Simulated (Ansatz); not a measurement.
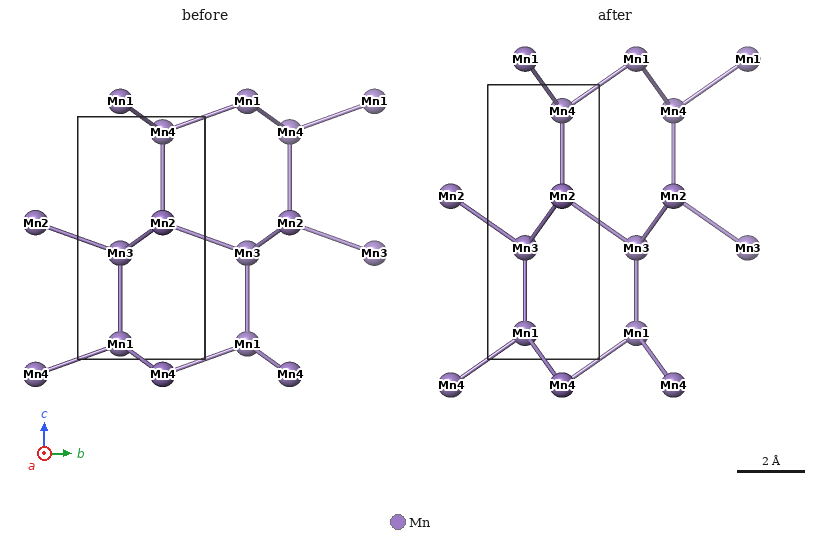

The structure of a crystal of Mn (a generated structure, set up in P6_3/mmc) before (left) and after (right) a relaxation, at one scale.

Style: ball-and-stick. Shown: the cell of the calculation, repeated 1 × 2 × 1 with one cell outlined, along the a axis.

Case: Ge → Mn on all its sites, cell and atoms relaxed.

Method: Ansatz, DFT r2SCAN, scalar-relativistic, plane waves, PAW. Settings: plane-wave cutoff 500 eV; k-point mesh 12 × 12 × 6; occupations gaussian; smearing width 0.1 eV; collinear spin; cell and atoms relaxed; force threshold 0.01 eV/Å; at most 60 steps.

> Describe what moved and what it gained.

The run was cut off at its time limit before the relaxation converged, so the last structure is only a point on the way. After 4 geometry steps the energy has fallen by 359 meV per atom. The largest force component goes from 0.072 to 0.087 eV/Å. The pressure goes from −0.81 to −2.60 GPa. The largest moves relative to the cell, 0.26 Å, are those of Mn1, Mn2, Mn3 and Mn4. Mn4 goes along −c. Cell: a = b 4.409 → 3.863 Å (−12.4 %), c 7.286 → 8.239 Å (+13.1 %). Volume −13.2 %. Some distances before and after: Mn1–Mn3 2.725 → 2.566 Å, Mn1–Mn4 2.706 → 2.718 Å. Bond angles that change, for instance: Mn4–Mn1–Mn4 109.1° → 90.6°, Mn3–Mn1–Mn4 109.8° → 124.9°. The space group stays P6_3/mmc (No. 194). Cost: 20 min on 1 thread of Arm Neoverse V1, on a shared host, peak memory 1.2 GiB.
